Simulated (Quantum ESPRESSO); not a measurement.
# Sc: relaxation of cell and atoms (part 1 of 2)

System: Sc (2 atoms in the cell).
Method: Kohn-Sham DFT of a periodic cell, PBE, SSSP 1.3 efficiency PBE, no spin polarisation (Quantum ESPRESSO 7.5).

The structure derives from an entry of the Crystallography Open Database.

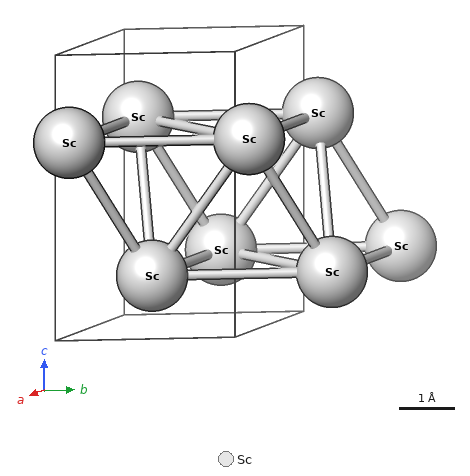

Fig. 1: The input geometry (ball-and-stick view of the cell of the calculation, repeated 2 × 2 × 1, seen slightly off an axis). An atom can appear more than once, as a periodic image. Near neighbours in the periodic cell (some may lie outside the picture): Sc has 12 Sc at 3.26 to 3.31 Å.

Input file
```
&CONTROL
  calculation = 'vc-relax'
  prefix = 'pwscf'
  outdir = './tmp'
  pseudo_dir = './pseudo'
  tprnfor = .true.
  tstress = .true.
  disk_io = 'low'
  nstep = 40
  forc_conv_thr = 0.0004
  etot_conv_thr = 1d-05
/
&SYSTEM
  ibrav = 0
  celldm(1) = 8
  nat = 2
  ntyp = 1
  ecutwfc = 69
  nbnd = 18
  occupations = 'smearing'
  smearing = 'fd'
  degauss = 0.00367493
/
&ELECTRONS
  conv_thr = 4d-10
  electron_maxstep = 120
  mixing_beta = 0.5
/
&IONS
  ion_dynamics = 'bfgs'
/
&CELL
  cell_dynamics = 'bfgs'
  press = 300
  press_conv_thr = 0.3
/
ATOMIC_SPECIES
Sc    44.9559 Sc_ONCV_PBE-1.0.oncvpsp.upf
CELL_PARAMETERS alat
  0.7816379682983   0.0000000000000   0.0000000000000
 -0.3908189841492   0.6769183371034   0.0000000000000
  0.0000000000000   0.0000000000000   1.2456365966236
ATOMIC_POSITIONS crystal
Sc     0.6666666667    0.3333333333    0.7500000000
Sc     0.3333333333    0.6666666667    0.2500000000
K_POINTS automatic
9 9 5 0 0 0
```

Command:
```bash
OMP_NUM_THREADS=1 pw.x -in pw.in > pw.out
```

Output
```
This program is part of the open-source Quantum ESPRESSO suite
     for quantum simulation of materials; please cite
         "P. Giannozzi et al., J. Phys.:Condens. Matter 21 395502 (2009);
         "P. Giannozzi et al., J. Phys.:Condens. Matter 29 465901 (2017);
         "P. Giannozzi et al., J. Chem. Phys. 152 154105 (2020);
          URL
     in publications or presentations arising from this work. More details at

     Message from routine setup:
     using ibrav=0 with symmetry is DISCOURAGED, use correct ibrav instead

     G-vector sticks info
     --------------------
     sticks:   dense  smooth     PW     G-vecs:    dense   smooth      PW
     Sum         745     745    211                26141    26141    4127

     Using Slab Decomposition

     bravais-lattice index     =            0
     lattice parameter (alat)  =       8.0000  a.u.
     unit-cell volume          =     337.4452 (a.u.)^3
     number of atoms/cell      =            2
     number of atomic types    =            1
     number of electrons       =        22.00
     number of Kohn-Sham states=           18
     kinetic-energy cutoff     =      69.0000  Ry
     charge density cutoff     =     276.0000  Ry
     scf convergence threshold =      4.0E-10
     mixing beta               =       0.5000
     number of iterations used =            8  plain     mixing
     energy convergence thresh.=      1.0E-05
     force convergence thresh. =      4.0E-04
     press convergence thresh. =      3.0E-01
     Exchange-correlation= PBE
                           (   1   4   3   4   0   0   0)
     nstep                     =           40

     celldm(1)=   8.000000  celldm(2)=   0.000000  celldm(3)=   0.000000
     celldm(4)=   0.000000  celldm(5)=   0.000000  celldm(6)=   0.000000

     crystal axes: (cart. coord. in units of alat)
               a(1) = (   0.781638   0.000000   0.000000 )
               a(2) = (  -0.390819   0.676918   0.000000 )
               a(3) = (   0.000000   0.000000   1.245637 )

     reciprocal axes: (cart. coord. in units 2 pi/alat)
               b(1) = (  1.279365  0.738642 -0.000000 )
               b(2) = (  0.000000  1.477283  0.000000 )
               b(3) = (  0.000000 -0.000000  0.802802 )

     PseudoPot. # 1 for Sc read from file:
     Sc_ONCV_PBE-1.0.oncvpsp.upf
     Pseudo is Norm-conserving, Zval = 11.0
     Generated using ONCVPSP code by D. R. Hamann
     Using radial grid of 1662 points,  6 beta functions with:
                l(1) =   0
                l(2) =   0
                l(3) =   1
                l(4) =   1
                l(5) =   2
                l(6) =   2

     atomic species   valence    mass     pseudopotential
     Sc               11.00    44.95590     Sc( 1.00)

     24 Sym. Ops., with inversion, found (12 have fractional translation)

   Cartesian axes

     site n.     atom                  positions (alat units)
         1        Sc     tau(   1) = (   0.3908190   0.2256394   0.9342274  )
         2        Sc     tau(   2) = (  -0.0000000   0.4512789   0.3114091  )

     number of k points=    36  Fermi-Dirac smearing, width (Ry)=  0.0037
                       cart. coord. in units 2pi/alat
        k(    1) = (   0.0000000   0.0000000   0.0000000), wk =   0.0049383
        k(    2) = (   0.0000000   0.0000000   0.1605605), wk =   0.0098765
        k(    3) = (   0.0000000   0.0000000   0.3211209), wk =   0.0098765
        k(    4) = (   0.0000000   0.1641426   0.0000000), wk =   0.0296296
        k(    5) = (   0.0000000   0.1641426   0.1605605), wk =   0.0592593
        k(    6) = (   0.0000000   0.1641426   0.3211209), wk =   0.0592593
        k(    7) = (   0.0000000   0.3282851   0.0000000), wk =   0.0296296
        k(    8) = (   0.0000000   0.3282851   0.1605605), wk =   0.0592593
        k(    9) = (   0.0000000   0.3282851   0.3211209), wk =   0.0592593
        k(   10) = (   0.0000000   0.4924277   0.0000000), wk =   0.0296296
        k(   11) = (   0.0000000   0.4924277   0.1605605), wk =   0.0592593
        k(   12) = (   0.0000000   0.4924277   0.3211209), wk =   0.0592593
        k(   13) = (   0.0000000   0.6565703   0.0000000), wk =   0.0296296
        k(   14) = (   0.0000000   0.6565703   0.1605605), wk =   0.0592593
        k(   15) = (   0.0000000   0.6565703   0.3211209), wk =   0.0592593
        k(   16) = (   0.1421516   0.2462138   0.0000000), wk =   0.0296296
        k(   17) = (   0.1421516   0.2462138   0.1605605), wk =   0.0592593
        k(   18) = (   0.1421516   0.2462138   0.3211209), wk =   0.0592593
        k(   19) = (   0.1421516   0.4103564   0.0000000), wk =   0.0592593
        k(   20) = (   0.1421516   0.4103564   0.1605605), wk =   0.1185185
        k(   21) = (   0.1421516   0.4103564   0.3211209), wk =   0.1185185
        k(   22) = (   0.1421516   0.5744990   0.0000000), wk =   0.0592593
        k(   23) = (   0.1421516   0.5744990   0.1605605), wk =   0.1185185
        k(   24) = (   0.1421516   0.5744990   0.3211209), wk =   0.1185185
        k(   25) = (   0.1421516   0.7386415   0.0000000), wk =   0.0296296
        k(   26) = (   0.1421516   0.7386415   0.1605605), wk =   0.0592593
        k(   27) = (   0.1421516   0.7386415   0.3211209), wk =   0.0592593
        k(   28) = (   0.2843033   0.4924277   0.0000000), wk =   0.0296296
        k(   29) = (   0.2843033   0.4924277   0.1605605), wk =   0.0592593
        k(   30) = (   0.2843033   0.4924277   0.3211209), wk =   0.0592593
        k(   31) = (   0.2843033   0.6565703   0.0000000), wk =   0.0592593
        k(   32) = (   0.2843033   0.6565703   0.1605605), wk =   0.1185185
        k(   33) = (   0.2843033   0.6565703   0.3211209), wk =   0.1185185
        k(   34) = (   0.4264549   0.7386415   0.0000000), wk =   0.0098765
        k(   35) = (   0.4264549   0.7386415   0.1605605), wk =   0.0197531
        k(   36) = (   0.4264549   0.7386415   0.3211209), wk =   0.0197531

     Dense  grid:    26141 G-vectors     FFT dimensions: (  36,  36,  54)

     Initial potential from superposition of free atoms

     starting charge      21.9947, renormalised to      22.0000
     Starting wfcs are   20 randomized atomic wfcs

     Self-consistent Calculation

     iteration #  1     ecut=    69.00 Ry     beta= 0.50
     Davidson diagonalization with overlap
     ethr =  1.00E-02,  avg # of iterations =  2.9

     Threshold (ethr) on eigenvalues was too large:
     Diagonalizing with lowered threshold

     Davidson diagonalization with overlap
     ethr =  3.78E-05,  avg # of iterations =  4.6

     total energy              =    -183.72665481 Ry
     estimated scf accuracy    <       0.02353955 Ry

     iteration #  2     ecut=    69.00 Ry     beta= 0.50
     Davidson diagonalization with overlap
     ethr =  1.07E-04,  avg # of iterations =  1.9

     total energy              =    -183.73039184 Ry
     estimated scf accuracy    <       0.00101893 Ry

     iteration #  3     ecut=    69.00 Ry     beta= 0.50
     Davidson diagonalization with overlap
     ethr =  4.63E-06,  avg # of iterations =  4.2

     total energy              =    -183.73060286 Ry
     estimated scf accuracy    <       0.00021859 Ry

     iteration #  4     ecut=    69.00 Ry     beta= 0.50
     Davidson diagonalization with overlap
     ethr =  9.94E-07,  avg # of iterations =  3.3

     total energy              =    -183.73060862 Ry
     estimated scf accuracy    <       0.00008247 Ry

     iteration #  5     ecut=    69.00 Ry     beta= 0.50
     Davidson diagonalization with overlap
     ethr =  3.75E-07,  avg # of iterations =  2.9

     total energy              =    -183.73063400 Ry
     estimated scf accuracy    <       0.00002297 Ry

     iteration #  6     ecut=    69.00 Ry     beta= 0.50
     Davidson diagonalization with overlap
     ethr =  1.04E-07,  avg # of iterations =  2.0

     total energy              =    -183.73063793 Ry
     estimated scf accuracy    <       0.00000014 Ry

     iteration #  7     ecut=    69.00 Ry     beta= 0.50
     Davidson diagonalization with overlap
     ethr =  6.35E-10,  avg # of iterations =  5.1

     total energy              =    -183.73063816 Ry
     estimated scf accuracy    <       0.00000004 Ry

     iteration #  8     ecut=    69.00 Ry     beta= 0.50
     Davidson diagonalization with overlap
     ethr =  1.87E-10,  avg # of iterations =  2.1

     total energy              =    -183.73063817 Ry
     estimated scf accuracy    <          4.9E-10 Ry

     iteration #  9     ecut=    69.00 Ry     beta= 0.50
     Davidson diagonalization with overlap
     ethr =  2.24E-12,  avg # of iterations =  5.1

     End of self-consistent calculation

          k = 0.0000 0.0000 0.0000 (  3273 PWs)   bands (ev):

   -40.2020 -40.1412 -18.9958 -18.6750 -18.6750 -18.6187 -18.6187 -18.6019
     4.1868   7.6304   9.7012  10.8771  10.8771  10.9912  11.2838  11.2838
    11.6458  11.6458

          k = 0.0000 0.0000 0.1606 (  3278 PWs)   bands (ev):

   -40.1962 -40.1470 -18.9592 -18.6696 -18.6696 -18.6406 -18.6241 -18.6241
     4.4433   7.2146   9.7035  10.7944  10.7944  10.8255  11.1524  11.1524
    11.8988  11.8988

          k = 0.0000 0.0000 0.3211 (  3254 PWs)   bands (ev):

   -40.1811 -40.1623 -18.8626 -18.7409 -18.6556 -18.6556 -18.6382 -18.6382
     5.1683   6.2090   9.9532  10.4096  10.7676  10.7676  10.9120  10.9120
    12.3652  12.3653

          k = 0.0000 0.1641 0.0000 (  3291 PWs)   bands (ev):

   -40.1965 -40.1390 -18.9808 -18.7056 -18.6851 -18.6506 -18.6231 -18.6083
     4.4535   7.8554   9.5080  10.4758  11.0694  11.1021  11.2861  11.4443
    11.4570  11.4931

          k = 0.0000 0.1641 0.1606 (  3276 PWs)   bands (ev):

   -40.1910 -40.1445 -18.9483 -18.6985 -18.6792 -18.6742 -18.6291 -18.6262
     4.7034   7.4356   9.5266  10.4953  10.8721  10.9484  11.0596  11.2987
    11.8217  11.8492

          k = 0.0000 0.1641 0.3211 (  3270 PWs)   bands (ev):

   -40.1767 -40.1589 -18.8626 -18.7562 -18.6784 -18.6638 -18.6530 -18.6446
     5.4112   6.4331   9.8204  10.3332  10.6082  10.8346  10.9119  11.0588
    12.3211  12.3715

          k = 0.0000 0.3283 0.0000 (  3270 PWs)   bands (ev):

   -40.1821 -40.1338 -18.9397 -18.7840 -18.7290 -18.7097 -18.6352 -18.6275
     5.2078   8.3869   9.1271   9.8886  10.7688  11.0773  11.1772  11.6099
    11.7100  11.9300

          k = 0.0000 0.3283 0.1606 (  3263 PWs)   bands (ev):

   -40.1775 -40.1384 -18.9229 -18.7706 -18.7492 -18.7026 -18.6424 -18.6385
     5.4345   7.9676   9.2016   9.9567  10.6835  10.8894  11.1502  11.6662
    11.9503  11.9613

          k = 0.0000 0.3283 0.3211 (  3268 PWs)   bands (ev):

   -40.1655 -40.1506 -18.8764 -18.8134 -18.7206 -18.6841 -18.6724 -18.6611
     6.0779   7.0152   9.5566   9.9921  10.3971  10.6400  11.2218  11.4404
    12.3235  12.4584

          k = 0.0000 0.4924 0.0000 (  3258 PWs)   bands (ev):

   -40.1643 -40.1294 -18.8838 -18.8743 -18.8145 -18.7364 -18.6586 -18.6500
     6.3011   8.6824   8.8028   9.3837  10.7287  10.7330  10.8836  12.3432
    12.3604  12.5528

          k = 0.0000 0.4924 0.1606 (  3258 PWs)   bands (ev):

   -40.1610 -40.1327 -18.9208 -18.8468 -18.8035 -18.7282 -18.6601 -18.6583
     6.4734   8.3285   8.9828   9.4801  10.4920  10.7935  11.0081  12.3019
    12.4086  12.4820

          k = 0.0000 0.4924 0.3211 (  3270 PWs)   bands (ev):

   -40.1523 -40.1415 -18.9240 -18.8917 -18.7340 -18.7067 -18.6814 -18.6800
     6.9575   7.6461   9.3291   9.5766  10.3380  10.5408  11.3591  11.8554
    12.6310  12.6918

          k = 0.0000 0.6566 0.0000 (  3258 PWs)   bands (ev):

   -40.1507 -40.1284 -18.9336 -18.8687 -18.8343 -18.7533 -18.6919 -18.6601
     7.4175   8.4140   8.6297   9.0474  10.5175  10.7146  10.9947  12.9357
    13.0947  13.2036

          k = 0.0000 0.6566 0.1606 (  3267 PWs)   bands (ev):

   -40.1485 -40.1306 -18.9566 -18.8971 -18.7903 -18.7445 -18.6837 -18.6690
     7.4642   8.2510   8.8550   9.1235  10.5585  10.8425  10.8764  12.7480
    12.9739  13.1590

          k = 0.0000 0.6566 0.3211 (  3277 PWs)   bands (ev):

   -40.1430 -40.1361 -18.9686 -18.9441 -18.7264 -18.7213 -18.6925 -18.6876
     7.6368   7.9362   9.2240   9.3352  10.5045  10.5686  11.3401  12.0290
    13.0274  13.0651

          k = 0.1422 0.2462 0.0000 (  3269 PWs)   bands (ev):

   -40.1866 -40.1353 -18.9527 -18.7516 -18.7277 -18.6830 -18.6373 -18.6211
     4.9653   8.2463   9.2373  10.0342  10.8663  11.0840  11.3620  11.4624
    11.4777  11.8458

          k = 0.1422 0.2462 0.1606 (  3263 PWs)   bands (ev):

   -40.1817 -40.1402 -18.9297 -18.7392 -18.7375 -18.6924 -18.6439 -18.6322
     5.2006   7.8224   9.2896  10.0954  10.7812  10.8925  11.1470  11.5125
    11.8138  11.9764

          k = 0.1422 0.2462 0.3211 (  3266 PWs)   bands (ev):

   -40.1689 -40.1531 -18.8687 -18.7928 -18.7075 -18.6873 -18.6605 -18.6602
     5.8688   6.8414   9.6343  10.1182  10.4234  10.6731  11.1511  11.3109
    12.2829  12.4550

          k = 0.1422 0.4104 0.0000 (  3271 PWs)   bands (ev):

   -40.1704 -40.1306 -18.9038 -18.8288 -18.7953 -18.7225 -18.6583 -18.6468
     5.9003   8.7304   8.9317   9.4967  10.6702  10.7058  11.0781  11.8651
    12.1451  12.4837

          k = 0.1422 0.4104 0.1606 (  3266 PWs)   bands (ev):

   -40.1666 -40.1344 -18.9098 -18.8200 -18.7863 -18.7253 -18.6674 -18.6471
     6.1000   8.3238   9.0704   9.5839  10.5219  10.7611  11.0413  11.8665
    12.2852  12.4162

          k = 0.1422 0.4104 0.3211 (  3258 PWs)   bands (ev):

   -40.1567 -40.1444 -18.8978 -18.8594 -18.7338 -18.7149 -18.6846 -18.6660
     6.6654   7.4850   9.4264   9.7129  10.2793  10.4762  11.3023  11.6645
    12.5447  12.6068

          k = 0.1422 0.5745 0.0000 (  3250 PWs)   bands (ev):

   -40.1542 -40.1283 -18.9030 -18.8481 -18.8470 -18.7585 -18.6819 -18.6753
     7.0467   8.7104   8.7288   9.1235  10.4879  10.7517  10.8891  12.4516
    12.8064  13.1204

          k = 0.1422 0.5745 0.1606 (  3259 PWs)   bands (ev):

   -40.1517 -40.1308 -18.9306 -18.8767 -18.7977 -18.7504 -18.6908 -18.6672
     7.1693   8.4400   8.9337   9.2570  10.3904  10.6532  10.9880  12.3829
    12.7460  12.9151

          k = 0.1422 0.5745 0.3211 (  3268 PWs)   bands (ev):

   -40.1453 -40.1373 -18.9430 -18.9194 -18.7529 -18.7258 -18.7006 -18.6711
     7.5115   7.9871   9.2775   9.4458  10.2320  10.3414  11.3504  11.9042
    12.7530  13.1502

          k = 0.1422 0.7386 0.0000 (  3262 PWs)   bands (ev):

   -40.1464 -40.1289 -18.9323 -18.8672 -18.8168 -18.7724 -18.7050 -18.6820
     7.8567   8.3700   8.6610   8.9466  10.4536  10.5777  11.0809  12.9455
    13.0199  13.1312

          k = 0.1422 0.7386 0.1606 (  3268 PWs)   bands (ev):

   -40.1447 -40.1305 -18.9519 -18.8960 -18.7942 -18.7497 -18.7059 -18.6775
     7.8413   8.3106   8.8913   9.0224  10.4375  10.5202  11.1101  12.7006
    12.9251  13.1247

          k = 0.1422 0.7386 0.3211 (  3272 PWs)   bands (ev):

   -40.1403 -40.1349 -18.9646 -18.9424 -18.7619 -18.7291 -18.7019 -18.6742
     7.9134   8.1116   9.2896   9.3152  10.2461  10.2856  11.4415  12.0168
    12.9238  13.0963

          k = 0.2843 0.4924 0.0000 (  3272 PWs)   bands (ev):

   -40.1555 -40.1284 -18.8665 -18.8533 -18.8502 -18.7555 -18.6995 -18.6782
     6.9168   8.8104   8.9735   9.0725  10.3940  10.8008  10.8044  12.1359
    12.7780  13.0416

          k = 0.2843 0.4924 0.1606 (  3266 PWs)   bands (ev):

   -40.1529 -40.1310 -18.9033 -18.8749 -18.7839 -18.7695 -18.7058 -18.6654
     7.0685   8.5982   9.0959   9.1684  10.3348  10.5890  10.8876  12.1269
    12.6628  12.9391

          k = 0.2843 0.4924 0.3211 (  3267 PWs)   bands (ev):

   -40.1461 -40.1377 -18.9200 -18.9023 -18.7670 -18.7502 -18.6968 -18.6660
     7.4901   8.0715   9.3737   9.3992  10.1325  10.1945  11.2167  11.7631
    12.7224  13.1686

          k = 0.2843 0.6566 0.0000 (  3266 PWs)   bands (ev):

   -40.1432 -40.1295 -18.9029 -18.8497 -18.8035 -18.7998 -18.7277 -18.7155
     7.9557   8.7284   8.7804   8.8949  10.3022  10.4701  11.1346  12.5563
    13.0062  13.0128

          k = 0.2843 0.6566 0.1606 (  3268 PWs)   bands (ev):

   -40.1419 -40.1308 -18.9165 -18.8819 -18.8202 -18.7576 -18.7341 -18.6881
     8.0335   8.6323   8.9043   9.0822  10.1953  10.2646  11.1666  12.4938
    12.6716  13.1118

          k = 0.2843 0.6566 0.3211 (  3263 PWs)   bands (ev):

   -40.1385 -40.1342 -18.9337 -18.9200 -18.8073 -18.7763 -18.6900 -18.6700
     8.2335   8.4635   9.2372   9.4208   9.8059   9.9285  11.3738  11.8598
    12.8059  13.0925

          k = 0.4265 0.7386 0.0000 (  3264 PWs)   bands (ev):

   -40.1344 -40.1344 -18.8900 -18.8311 -18.8311 -18.7662 -18.7573 -18.7573
     8.6272   8.6272   8.7071   8.8428  10.2694  10.2694  11.2899  12.7742
    12.7742  12.9630

          k = 0.4265 0.7386 0.1606 (  3264 PWs)   bands (ev):
```
